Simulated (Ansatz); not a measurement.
**Single-point calculation, with input and output: HfN (part 2 of 2)**

HfN (32 atoms in the cell); DFT PBEsol, scalar-relativistic, plane waves, PAW, no spin polarisation (Ansatz 0.2.0); cutoff 420 eV, 4×4×4 k-mesh, Gaussian smearing of 0.1 eV. The structure derives from a Materials Project entry. It belongs to a series of runs on one base structure; here: the perfect crystal in a cell of 32 atoms.

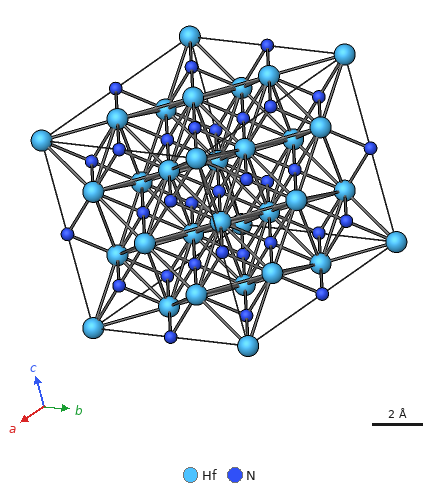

*The structure as given in the input (ball-and-stick view of the cell of the calculation, seen at an oblique angle). An atom can appear more than once, as a periodic image.*

## Log, continued
```
  k-point 1: bands = ["-38.6446", "-38.6446", "-38.6280", "-38.6280", "-38.6045", "-38.6045", "-38.5946", "-38.5946", "-38.5946", "-38.5946", ... 88 levels left out ..., "11.4394", "11.4394", "11.4397", "11.4397", "11.4419", "11.4419", "11.4493", "11.4493", "11.4493", "11.4493", "11.4500", "11.4500", "11.4500", "11.4500", "11.4511", "11.4511", "11.4515", "11.4515", "11.4523", "11.4523", "11.4573", "11.4573", "11.4573", "11.4573", "11.4636", "11.4636", "11.4651", "11.4651", "11.4681",
      "11.4681", "11.4744", "11.4744", "11.4745", "11.4745", "11.4749", "11.4749", "11.4773", "11.4773", "11.4773", "11.4773", "11.4798", "11.4798", "11.4798", "11.4798", "11.4824", "11.4824", "11.4824", "11.4824", "11.4838", "11.4838", "11.4860", "11.4860", "11.4861", "11.4861", "11.4861", "11.4861", "11.4872", "11.4872", "11.4890", "11.4890", "11.4890", "11.4890", "11.4897", "11.4897", "11.4897", "11.4897", "11.4897", "11.4897", "11.4947",
      "11.4947", "11.4947", "11.4947", "11.4953", "11.4953", "11.4982", "11.4982", "11.5030", "11.5030", "11.5153", "11.5153", "11.5153", "11.5153", "11.5211", "11.5211", "11.5215", "11.5215", "11.5258", "11.5258", "11.5372", "11.5372", "11.5659", "11.5659", "11.5659", "11.5659", "16.3823", "16.3823", "16.3823", "16.3823", "16.3966", "16.3966", "16.8461", "16.8461", "17.2516", "17.2516", "17.2516", "17.2516", "17.3725", "17.3725", "18.1136",
      "18.1136", "18.1555", "18.1555", "18.1555", "18.1555", "18.2354", "18.2354", "18.3780", "18.3780", "18.4468", "18.4468", "18.4468", "18.4468", "18.4878", "18.4878", "18.5976", "18.5976", "18.5976", "18.5976", "18.7648", "18.7648", "18.7903", "18.7903", "18.9718", "18.9718", "19.1209", "19.1209", "19.1780", "19.1780", "19.1780", "19.1780", "19.5716", "19.5716", "22.6463", "22.6463", "22.6463", "22.6463", "23.1619", "23.1619", "23.5874",
      "23.5874", "24.2167", "24.2167", "24.4097", "24.4097", "24.4622", "24.4622", "24.4622", "24.4622", "24.5483", "24.5483", "25.4773", "25.4773", "25.9877", "25.9877", "26.3035", "26.3035", "27.1631", "27.1631", "27.1631", "27.1631", "27.3778", "27.3778", "27.9106", "27.9106", "27.9651", "27.9651", "28.1316", "28.1316", "28.1316", "28.1316", "28.1437", "28.1437", "28.3815", "28.3815", "28.3815", "28.3815", "28.5057", "28.5057", "28.8044",
      "28.8044", "28.8058", "28.8058", "28.8058", "28.8058", "28.9441", "28.9441", "29.1272", "29.1272", "29.1272", "29.1272"]
  k-point 2: bands = ["-38.6671", "-38.6137", "-38.6137", "-38.6137", "-38.6137", "-38.6054", "-38.6054", "-38.6054", "-38.6054", "-38.5971", ... 88 levels left out ..., "11.4383", "11.4383", "11.4383", "11.4383", "11.4491", "11.4491", "11.4500", "11.4500", "11.4500", "11.4500", "11.4510", "11.4510", "11.4510", "11.4510", "11.4513", "11.4538", "11.4538", "11.4538", "11.4538", "11.4617", "11.4617", "11.4617", "11.4617", "11.4652", "11.4652", "11.4652", "11.4652", "11.4668", "11.4668",
      "11.4668", "11.4668", "11.4734", "11.4734", "11.4736", "11.4736", "11.4736", "11.4736", "11.4764", "11.4764", "11.4764", "11.4764", "11.4791", "11.4791", "11.4791", "11.4791", "11.4793", "11.4804", "11.4804", "11.4804", "11.4804", "11.4824", "11.4824", "11.4824", "11.4824", "11.4852", "11.4852", "11.4858", "11.4858", "11.4858", "11.4858", "11.4914", "11.4914", "11.4914", "11.4914", "11.4964", "11.4986", "11.4986", "11.4986", "11.4986",
      "11.4999", "11.4999", "11.5059", "11.5059", "11.5059", "11.5059", "11.5073", "11.5073", "11.5073", "11.5073", "11.5161", "11.5161", "11.5161", "11.5161", "11.5193", "11.5197", "11.5197", "11.5643", "11.5643", "11.5643", "11.5643", "11.5686", "11.5686", "11.5686", "11.5686", "16.0370", "16.0370", "16.0370", "16.0370", "16.3304", "16.3304", "16.3304", "16.3304", "16.4849", "16.4849", "16.4849", "16.4849", "17.9943", "17.9943", "17.9943",
      "17.9943", "18.1505", "18.1505", "18.1505", "18.1505", "18.2311", "18.2311", "18.2311", "18.2311", "18.2729", "18.4913", "18.4913", "18.4913", "18.4913", "18.5095", "18.5095", "18.5095", "18.5095", "18.5323", "18.5323", "18.8665", "18.8665", "18.8665", "18.8665", "19.4597", "19.4597", "19.9048", "19.9048", "20.1485", "20.3071", "20.3252", "20.3252", "20.8836", "20.8836", "21.1737", "21.1737", "23.3517", "23.9494", "23.9494", "24.5253",
      "24.5253", "24.5253", "24.5253", "25.5774", "25.5774", "25.5774", "25.5774", "25.7215", "25.7215", "25.7215", "25.7215", "25.9541", "25.9807", "26.3722", "26.3722", "26.3722", "26.3722", "26.4062", "26.4062", "26.4062", "26.4062", "26.4468", "26.4468", "26.4468", "26.4468", "26.8524", "27.2937", "27.2937", "27.2937", "27.2937", "27.4086", "27.4086", "27.4086", "27.4086", "27.4521", "27.4521", "27.4521", "27.4521", "27.9864", "28.0574",
      "28.0574", "28.0574", "28.0574", "28.4422", "28.4422", "28.8634", "28.8634", "28.8634", "28.8634", "28.9537", "28.9537"]
  k-point 5: bands = ["-38.6437", "-38.6255", "-38.6255", "-38.6255", "-38.6255", "-38.6106", "-38.6053", "-38.6053", "-38.6053", "-38.6053", ... 88 levels left out ..., "11.4360", "11.4410", "11.4434", "11.4434", "11.4434", "11.4434", "11.4449", "11.4449", "11.4466", "11.4466", "11.4466", "11.4466", "11.4505", "11.4505", "11.4505", "11.4505", "11.4508", "11.4508", "11.4574", "11.4574", "11.4574", "11.4574", "11.4584", "11.4584", "11.4584", "11.4584", "11.4706", "11.4707", "11.4707",
      "11.4707", "11.4707", "11.4712", "11.4712", "11.4712", "11.4712", "11.4722", "11.4726", "11.4726", "11.4726", "11.4726", "11.4727", "11.4727", "11.4752", "11.4752", "11.4773", "11.4773", "11.4773", "11.4773", "11.4777", "11.4777", "11.4777", "11.4777", "11.4829", "11.4829", "11.4904", "11.4904", "11.4904", "11.4904", "11.4915", "11.4915", "11.4915", "11.4915", "11.4921", "11.4959", "11.4959", "11.4959", "11.4959", "11.4983", "11.4983",
      "11.4983", "11.4983", "11.4988", "11.4992", "11.4992", "11.4992", "11.4992", "11.4998", "11.4998", "11.5028", "11.5028", "11.5220", "11.5220", "11.5220", "11.5220", "11.5283", "11.5283", "11.5449", "11.5449", "11.5449", "11.5449", "11.6466", "11.6466", "11.6466", "11.6466", "15.1788", "15.1788", "15.1788", "15.1788", "17.0961", "17.0961", "17.0961", "17.0961", "17.1653", "17.4589", "17.4589", "17.4589", "17.4589", "17.7539", "17.7539",
      "17.7539", "17.7539", "17.8046", "17.8346", "17.8346", "17.8346", "17.8346", "18.1225", "18.1225", "18.4437", "18.4437", "18.4714", "18.4714", "18.4714", "18.4714", "18.5049", "18.5049", "18.5049", "18.5049", "18.6289", "18.6289", "19.7202", "19.7202", "19.7202", "19.7202", "19.7881", "19.7881", "19.7881", "19.7881", "20.1745", "20.1745", "20.2994", "20.2994", "20.8695", "22.0519", "22.0519", "22.0519", "22.0519", "22.1321", "23.6584",
      "23.6584", "25.1636", "25.1636", "25.1636", "25.1636", "25.2166", "25.2166", "25.2166", "25.2166", "26.0187", "26.0187", "26.4910", "26.6021", "26.6021", "26.6521", "26.7404", "26.7404", "26.7404", "26.7404", "27.0542", "27.0542", "27.0542", "27.0542", "27.1116", "27.1116", "27.1116", "27.1116", "27.2684", "27.2684", "27.2684", "27.2684", "27.3103", "27.4425", "27.4425", "27.4425", "27.4425", "27.4636", "27.4636", "27.4636", "27.4636",
      "27.9096", "27.9096", "27.9096", "27.9096", "27.9415", "28.3025", "28.3025", "29.2205", "29.2205", "29.2205", "29.2205"]
```

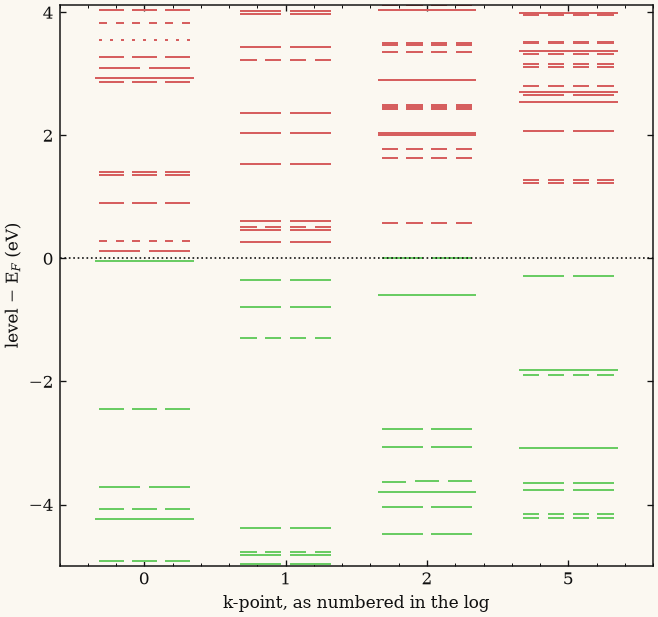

*Kohn–Sham levels near the Fermi level (dotted) at the few k-points that the log prints; levels within 0.02 eV of each other stand side by side.*

The system is metallic on the full mesh.

## Key numbers

```csv
quantity,value
outcome,converged
space group (tolerance 0.01 Å),Fm-3m (225)
electrons treated,496
free energy,−255683.9851 eV
Fermi energy,23.946 eV
gap on the k-point mesh,none (metallic)
pressure,−0.02 GPa
largest force (length of the vector),under 0.001 eV/Å
wall time,17 s (CPU time 65 s)
peak memory,2.4 GiB
```

## Remarks

Spin–orbit coupling is left out, which matters for Hf.
